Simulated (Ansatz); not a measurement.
## Zr7O16 (charge −3): field-gradient calculation (part 2 of 2)

The same run, continued: Zr7O16 (defect cell, 23 atoms in the cell, total charge −3); DFT, PBE, plane-wave PAW, default files, scalar-relativistic, spin-polarised (Ansatz 0.2.0); cutoff 420 eV, 3×3×3 k-mesh, Fermi–Dirac smearing of 0.01 eV, collinear spins. The structure derives from an entry of the Crystallography Open Database. It belongs to a series of runs on one base structure; here: Zr vacancy, charge -3, host positions.

Geometry of the input (Å; fractional positions):
```
-0.8478  5.2023  5.2552
4.3009  0.0000  5.2552
5.1487  5.2023  0.0000
Zr 0.4863  0.7228  0.5534
Zr 0.0534  0.2376  0.4862
Zr 0.5535  0.7375  0.9862
Zr 0.5138  0.2772  0.4465
Zr 0.0138  0.7772  0.9465
Zr 0.4465  0.2625  0.0137
Zr 0.9466  0.7624  0.5137
O  0.3930  0.0861  0.3629
O  0.8931  0.5861  0.8628
O  0.8628  0.1580  0.3930
O  0.3628  0.6579  0.8930
O  0.1069  0.4138  0.1371
O  0.6069  0.9138  0.6371
O  0.6371  0.3421  0.1069
O  0.1371  0.8420  0.6069
O  0.3042  0.0421  0.0273
O  0.8042  0.5421  0.5273
O  0.0273  0.1264  0.8042
O  0.5273  0.6264  0.3042
O  0.1958  0.4579  0.4727
O  0.6958  0.9579  0.9727
O  0.4727  0.3736  0.6958
O  0.9727  0.8736  0.1958
```

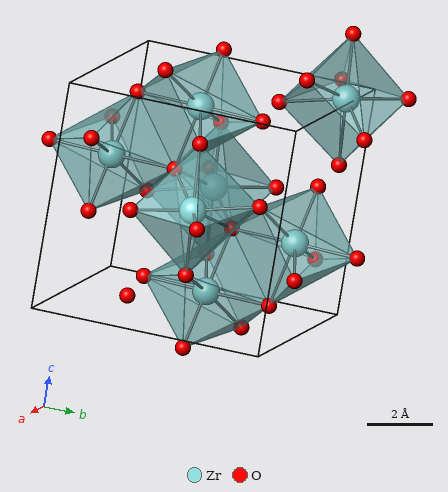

**Figure 1.** The input geometry (polyhedral view of the reduced cell, seen slightly off an axis; polyhedra are completed across the faces of the cell).

Output, continued
```
--- PAW observables at the nuclei: V_zz in 10²¹ V/m², potentials from the cell's mean, atoms counted from 1 ---
  atom   1  Zr V_zz =    +5.307281   η = 0.2330   by run symmetry: allowed   C_q = -22.5860 MHz
            electrostatic potential = -5923.224053 V   contact ρ = 490528.788034 e/Å³   contact ρ_s (e/Å³): all electrons -0.009485, valence -0.010918
  atom   2  Zr V_zz =    -5.158300   η = 0.6364   by run symmetry: allowed   C_q = +21.9520 MHz
            electrostatic potential = -5923.949724 V   contact ρ = 490528.214686 e/Å³   contact ρ_s (e/Å³): all electrons +0.160080, valence +0.151558
  atom   3  Zr V_zz =    +5.936943   η = 0.8839   by run symmetry: allowed   C_q = -25.2656 MHz
            electrostatic potential = -5924.020290 V   contact ρ = 490527.964288 e/Å³   contact ρ_s (e/Å³): all electrons +0.068745, valence +0.065522
  atom   4  Zr V_zz =    +5.099954   η = 0.5875   by run symmetry: allowed   C_q = -21.7037 MHz
            electrostatic potential = -5923.584170 V   contact ρ = 490528.583702 e/Å³   contact ρ_s (e/Å³): all electrons -0.006889, valence -0.008735
  atom   5  Zr V_zz =    +6.828367   η = 0.2701   by run symmetry: allowed   C_q = -29.0592 MHz
            electrostatic potential = -5924.070951 V   contact ρ = 490528.469484 e/Å³   contact ρ_s (e/Å³): all electrons -0.089480, valence -0.104098
  atom   6  Zr V_zz =    +6.593985   η = 0.6751   by run symmetry: allowed   C_q = -28.0618 MHz
            electrostatic potential = -5923.941438 V   contact ρ = 490528.409490 e/Å³   contact ρ_s (e/Å³): all electrons -0.048342, valence -0.055754
  atom   7  Zr V_zz =    +5.957865   η = 0.4152   by run symmetry: allowed   C_q = -25.3547 MHz
            electrostatic potential = -5923.837610 V   contact ρ = 490528.189809 e/Å³   contact ρ_s (e/Å³): all electrons +0.007387, valence -0.004843
  atom   8  O  V_zz =    +1.062926   η = 0.9541   by run symmetry: allowed   C_q = -0.6574 MHz
            electrostatic potential = -625.268366 V   contact ρ = 2156.419327 e/Å³   contact ρ_s (e/Å³): all electrons -0.001755, valence +0.001764
  atom   9  O  V_zz =    -1.234617   η = 0.5114   by run symmetry: allowed   C_q = +0.7636 MHz
            electrostatic potential = -626.658351 V   contact ρ = 2158.506657 e/Å³   contact ρ_s (e/Å³): all electrons +0.108476, valence +0.236331
  atom  10  O  V_zz =    -2.212509   η = 0.5383   by run symmetry: allowed   C_q = +1.3685 MHz
            electrostatic potential = -626.574882 V   contact ρ = 2157.965301 e/Å³   contact ρ_s (e/Å³): all electrons +0.112353, valence +0.195446
  atom  11  O  V_zz =    -1.134489   η = 0.9841   by run symmetry: allowed   C_q = +0.7017 MHz
            electrostatic potential = -625.423081 V   contact ρ = 2156.531510 e/Å³   contact ρ_s (e/Å³): all electrons -0.006940, valence -0.001724
  atom  12  O  V_zz =    +2.874021   η = 0.9124   by run symmetry: allowed   C_q = -1.7776 MHz
            electrostatic potential = -626.250230 V   contact ρ = 2158.343493 e/Å³   contact ρ_s (e/Å³): all electrons +0.135760, valence +0.351798
  atom  13  O  V_zz =    +0.889516   η = 0.4828   by run symmetry: allowed   C_q = -0.5502 MHz
            electrostatic potential = -625.286076 V   contact ρ = 2156.440258 e/Å³   contact ρ_s (e/Å³): all electrons +0.011006, valence +0.017583
  atom  14  O  V_zz =    -1.900729   η = 0.9635   by run symmetry: allowed   C_q = +1.1756 MHz
            electrostatic potential = -626.498774 V   contact ρ = 2158.302832 e/Å³   contact ρ_s (e/Å³): all electrons +0.002298, valence +0.028119
  atom  15  O  V_zz =    +0.964098   η = 0.8178   by run symmetry: allowed   C_q = -0.5963 MHz
            electrostatic potential = -625.457232 V   contact ρ = 2156.459485 e/Å³   contact ρ_s (e/Å³): all electrons -0.002298, valence +0.011437
  atom  16  O  V_zz =    +1.912106   η = 0.6076   by run symmetry: allowed   C_q = -1.1827 MHz
            electrostatic potential = -627.040603 V   contact ρ = 2159.269747 e/Å³   contact ρ_s (e/Å³): all electrons +0.256761, valence +0.475405
  atom  17  O  V_zz =    -1.307746   η = 0.9294   by run symmetry: allowed   C_q = +0.8089 MHz
            electrostatic potential = -625.727324 V   contact ρ = 2156.747435 e/Å³   contact ρ_s (e/Å³): all electrons +0.001876, valence +0.020046
  atom  18  O  V_zz =    -0.819176   η = 0.9884   by run symmetry: allowed   C_q = +0.5067 MHz
            electrostatic potential = -626.892018 V   contact ρ = 2159.413960 e/Å³   contact ρ_s (e/Å³): all electrons +0.278500, valence +0.527933
  atom  19  O  V_zz =    -1.591057   η = 0.7097   by run symmetry: allowed   C_q = +0.9841 MHz
            electrostatic potential = -625.791163 V   contact ρ = 2156.703507 e/Å³   contact ρ_s (e/Å³): all electrons +0.000888, valence +0.006830
  atom  20  O  V_zz =    -1.580098   η = 0.6787   by run symmetry: allowed   C_q = +0.9773 MHz
            electrostatic potential = -625.899938 V   contact ρ = 2156.691488 e/Å³   contact ρ_s (e/Å³): all electrons -0.006036, valence +0.002549
  atom  21  O  V_zz =    +0.823561   η = 0.9153   by run symmetry: allowed   C_q = -0.5094 MHz
            electrostatic potential = -626.064270 V   contact ρ = 2156.785581 e/Å³   contact ρ_s (e/Å³): all electrons +0.010690, valence +0.034360
  atom  22  O  V_zz =    -1.266209   η = 0.9697   by run symmetry: allowed   C_q = +0.7832 MHz
            electrostatic potential = -625.758465 V   contact ρ = 2156.690605 e/Å³   contact ρ_s (e/Å³): all electrons +0.000903, valence +0.005224
  atom  23  O  V_zz =    +4.240937   η = 0.1152   by run symmetry: allowed   C_q = -2.6231 MHz
            electrostatic potential = -626.441008 V   contact ρ = 2159.161241 e/Å³   contact ρ_s (e/Å³): all electrons +0.284649, valence +0.637788
--- Band table (eV; the first three rows and the last of 28) ---
  k-point 0 ↑: bands = ["-39.2403", "-38.8572", "-38.6197", "-38.5272", "-38.5075", "-38.4332", "-38.3756", "-17.7125", "-17.6269", "-17.5825", "-17.3124", "-17.1585", "-17.0396", "-17.0128", "-16.9914", "-16.8828", "-16.8561", "-16.8012", "-16.7246", "-16.7074", "-16.6817", "-16.6571", "-16.5720", "-16.5225", "-16.5000", "-16.4506", "-16.3647", "-16.3493", "-8.9279", "-8.2825", "-8.2241", "-8.1611", "-7.5808", "-7.3802", "-7.2184", "-7.1942", "-7.1245", "-6.8780", "-6.7755", "-6.5470", "-6.2447", "-6.1193", "-5.8777", "-5.7446", "3.7430", "3.8265", "4.1610", "4.3058", "4.3786", "4.4729", "4.7734", "4.9187", "5.1071", "5.1771", "5.3679", "5.5678", "5.6011", "5.8095", "5.8298", "5.9721", "6.1001", "6.1297", "6.1816", "6.2829", "6.4331", "6.5118", "6.5673", "6.6848", "6.8040", "7.0024", "7.0994", "7.1819", "7.2357", "7.3986", "7.4289", "7.5395", "7.6830", "7.7271", "7.7477", "8.0480", "8.1374", "8.2621", "8.3392", "8.5081", "8.5788", "8.7598", "8.7921", "8.8515", "9.0676", "9.1857", "9.2584", "9.3091", "12.7489", "12.8755", "13.1456", "13.2286", "13.4394", "13.5244", "13.7594", "13.8743", "13.9232", "14.0199", "14.1745", "14.2726", "14.3288", "14.5849", "14.6645", "14.9281", "14.9970", "15.0584", "15.0988", "15.4589", "15.6076", "15.7394", "15.8706", "15.9482"]
  k-point 1 ↑: bands = ["-39.2402", "-38.8571", "-38.6196", "-38.5272", "-38.5076", "-38.4332", "-38.3758", "-17.6765", "-17.6165", "-17.5359", "-17.2932", "-17.1200", "-17.0560", "-17.0184", "-16.9781", "-16.8996", "-16.8737", "-16.7800", "-16.7524", "-16.7066", "-16.6839", "-16.6662", "-16.6215", "-16.5677", "-16.5151", "-16.4597", "-16.3820", "-16.3548", "-8.7226", "-8.2779", "-8.1224", "-8.0545", "-7.5453", "-7.4846", "-7.3820", "-7.2140", "-7.1337", "-6.8271", "-6.7132", "-6.5836", "-6.3158", "-6.2065", "-5.9477", "-5.7425", "3.9371", "4.0050", "4.0957", "4.2338", "4.4524", "4.5541", "4.7646", "4.9218", "5.0496", "5.1325", "5.2762", "5.3927", "5.5086", "5.5729", "5.7994", "5.8975", "6.0229", "6.0936", "6.1861", "6.3622", "6.4446", "6.5463", "6.6463", "6.7778", "6.9198", "6.9847", "7.0595", "7.1898", "7.2639", "7.3527", "7.4604", "7.6269", "7.6843", "7.8774", "7.9657", "8.0252", "8.1171", "8.1881", "8.3155", "8.4056", "8.5233", "8.6137", "8.7875", "8.9238", "9.0397", "9.1492", "9.2246", "9.2796", "12.8615", "12.9170", "13.2381", "13.2992", "13.4968", "13.5611", "13.7311", "13.7538", "13.9923", "14.0833", "14.1451", "14.3185", "14.4391", "14.5759", "14.7218", "14.8793", "15.0499", "15.1452", "15.4375", "15.5645", "15.6439", "15.7283", "15.9199", "16.1758"]
  k-point 2 ↑: bands = ["-39.2399", "-38.8574", "-38.6188", "-38.5259", "-38.5084", "-38.4348", "-38.3758", "-17.6171", "-17.5779", "-17.5380", "-17.2342", "-17.1568", "-17.0944", "-17.0098", "-16.9562", "-16.9014", "-16.8769", "-16.8183", "-16.7613", "-16.6975", "-16.6838", "-16.6722", "-16.6268", "-16.5828", "-16.5168", "-16.4663", "-16.4381", "-16.3711", "-8.5989", "-8.1609", "-8.1181", "-8.0114", "-7.5176", "-7.4692", "-7.3672", "-7.3271", "-7.1769", "-6.9357", "-6.7996", "-6.5317", "-6.3298", "-6.1330", "-5.9980", "-5.7952", "3.9385", "4.1511", "4.2318", "4.3397", "4.4393", "4.5959", "4.7162", "4.8729", "5.1246", "5.1927", "5.2881", "5.4547", "5.5696", "5.6477", "5.7474", "5.8596", "5.9522", "6.0398", "6.1842", "6.2541", "6.4336", "6.5561", "6.6448", "6.7386", "6.8078", "7.0017", "7.0897", "7.1783", "7.1983", "7.3391", "7.4466", "7.6286", "7.6471", "7.7746", "7.8438", "7.9564", "8.0664", "8.1953", "8.3070", "8.4047", "8.5745", "8.6343", "8.8028", "8.8953", "9.0050", "9.0915", "9.1886", "9.2894", "12.6973", "12.9686", "13.1596", "13.2528", "13.4302", "13.6096", "13.6941", "13.9046", "13.9631", "14.1266", "14.2693", "14.4078", "14.4707", "14.6005", "14.7762", "14.9650", "15.0546", "15.2801", "15.4626", "15.5654", "15.7794", "15.9238", "15.9961", "16.2950"]
  k-point 13 ↓: bands = ["-39.2408", "-38.8585", "-38.6243", "-38.5299", "-38.5090", "-38.4327", "-38.3850", "-17.6008", "-17.5529", "-17.5201", "-17.2255", "-17.1319", "-17.0901", "-17.0421", "-16.9428", "-16.8909", "-16.8530", "-16.8340", "-16.7900", "-16.7568", "-16.7138", "-16.6601", "-16.6151", "-16.5805", "-16.5686", "-16.4919", "-16.4298", "-16.3741", "-8.4738", "-8.1690", "-7.9810", "-7.8916", "-7.6150", "-7.4342", "-7.3594", "-7.2984", "-7.2274", "-6.8019", "-6.5991", "-6.3770", "-6.2948", "-6.0686", "-5.6736", "-5.4766", "3.9229", "4.1845", "4.2676", "4.3220", "4.4762", "4.6816", "4.7376", "4.9581", "5.1244", "5.1722", "5.2905", "5.4405", "5.5186", "5.6180", "5.7415", "5.8345", "5.9595", "6.1089", "6.2147", "6.4082", "6.4564", "6.6128", "6.7351", "6.8273", "6.8835", "6.9546", "7.0860", "7.2083", "7.3525", "7.4417", "7.5553", "7.6838", "7.6892", "7.8347", "7.9095", "7.9878", "8.1521", "8.2954", "8.5563", "8.5979", "8.7723", "8.8929", "9.0485", "9.1038", "9.2660", "9.3165", "9.4341", "9.6309", "12.6941", "12.9309", "13.2016", "13.3764", "13.4227", "13.5653", "13.8643", "13.9631", "14.0678", "14.1785", "14.2412", "14.3358", "14.4080", "14.6483", "14.8331", "14.8743", "15.0384", "15.1786", "15.4712", "15.5855", "15.7050", "15.9796", "16.1639", "16.4084"]
--- Löwdin populations: 23 sites ---
  site symbol       q [e]    m [muB]
     0     Zr     10.7029    -0.0027
     1     Zr     10.7302    -0.0099
     2     Zr     10.7272    -0.0030
     3     Zr     10.6936    -0.0032
     4     Zr     10.7153    -0.0258
     5     Zr     10.7173    -0.0126
     6     Zr     10.7165    -0.0189
     7      O      6.7308     0.0025
     8      O      6.7211     0.1029
     9      O      6.7220     0.0691
    10      O      6.7285     0.0038
    11      O      6.6849     0.1652
    12      O      6.7305     0.0048
    13      O      6.7088     0.0202
    14      O      6.7316     0.0088
    15      O      6.6780     0.1796
    16      O      6.6819     0.0132
    17      O      6.6577     0.2019
    18      O      6.6803     0.0044
    19      O      6.6960     0.0062
    20      O      6.6868     0.0169
    21      O      6.6906     0.0031
    22      O      6.6080     0.2768
  spilling = 0.004696 (of n_electrons = 183.000000)
```

File populations.tsv
```
# site	symbol	l	j	q_up	q_dn
# orbitals = lowdin
# n_electrons = 183.000000
# spilling = 0.004696
0	Zr	0_4S	-	0.976120	0.976116
0	Zr	0_5S	-	0.212568	0.213059
0	Zr	1_4P	-	2.990131	2.990093
0	Zr	2_4D	-	1.171283	1.173550
1	Zr	0_4S	-	0.978629	0.978384
1	Zr	0_5S	-	0.209313	0.210602
1	Zr	1_4P	-	2.990995	2.988858
1	Zr	2_4D	-	1.181218	1.192222
2	Zr	0_4S	-	0.978649	0.978465
2	Zr	0_5S	-	0.209622	0.210620
2	Zr	1_4P	-	2.990407	2.988760
2	Zr	2_4D	-	1.183455	1.187243
3	Zr	0_4S	-	0.977464	0.977450
3	Zr	0_5S	-	0.211059	0.211442
3	Zr	1_4P	-	2.990357	2.990273
3	Zr	2_4D	-	1.166349	1.169216
4	Zr	0_4S	-	0.979453	0.979356
4	Zr	0_5S	-	0.209652	0.211866
4	Zr	1_4P	-	2.990645	2.989786
4	Zr	2_4D	-	1.164967	1.189542
5	Zr	0_4S	-	0.978195	0.978154
5	Zr	0_5S	-	0.210133	0.211190
5	Zr	1_4P	-	2.990538	2.990079
5	Zr	2_4D	-	1.173532	1.185528
6	Zr	0_4S	-	0.978182	0.978107
6	Zr	0_5S	-	0.209889	0.211310
6	Zr	1_4P	-	2.990897	2.989692
6	Zr	2_4D	-	1.169873	1.188585
7	O	0_2S	-	0.860404	0.860429
7	O	1_2P	-	2.506273	2.503740
8	O	0_2S	-	0.896402	0.894681
8	O	1_2P	-	2.515594	2.414373
9	O	0_2S	-	0.887763	0.885830
9	O	1_2P	-	2.507799	2.440638
10	O	0_2S	-	0.861397	0.861493
10	O	1_2P	-	2.504771	2.500857
11	O	0_2S	-	0.887166	0.884807
11	O	1_2P	-	2.537888	2.375058
12	O	0_2S	-	0.860597	0.860395
12	O	1_2P	-	2.507067	2.502464
13	O	0_2S	-	0.888831	0.888735
13	O	1_2P	-	2.475662	2.455556
14	O	0_2S	-	0.860664	0.860753
14	O	1_2P	-	2.509554	2.500650
15	O	0_2S	-	0.906904	0.902303
15	O	1_2P	-	2.521904	2.346873
16	O	0_2S	-	0.857442	0.857342
16	O	1_2P	-	2.490111	2.477013
17	O	0_2S	-	0.905634	0.900784
17	O	1_2P	-	2.524184	2.327089
18	O	0_2S	-	0.856927	0.856891
18	O	1_2P	-	2.485412	2.481074
19	O	0_2S	-	0.858423	0.858491
19	O	1_2P	-	2.492719	2.486403
20	O	0_2S	-	0.857858	0.857663
20	O	1_2P	-	2.493996	2.477302
21	O	0_2S	-	0.857502	0.857488
21	O	1_2P	-	2.489331	2.486262
22	O	0_2S	-	0.893057	0.887721
22	O	1_2P	-	2.549324	2.277864
```

Results in brief

```tsv
quantity	value
outcome	converged
electrons treated	183
free energy	−38363.7374 eV
Fermi energy	9.528 eV
net moment of the cell	1.00 μB
integrated absolute moment	1.13 μB
pressure	−4.95 GPa
field gradient V_zz (10²¹ V/m²)	Zr 5.31, Zr −5.16, Zr 5.94, Zr 5.10, Zr 6.83, Zr 6.59, Zr 5.96, O 1.06 (the first 8 of 23 sites)
largest force (length of the vector)	2.410 eV/Å
hardware	1 thread of AMD EPYC (Zen 3), 192 GiB of memory available, shared host
wall time	4.3 min
peak memory	1.1 GiB
```

Remarks

The program warns: the field gradients leave out spin–orbit coupling.
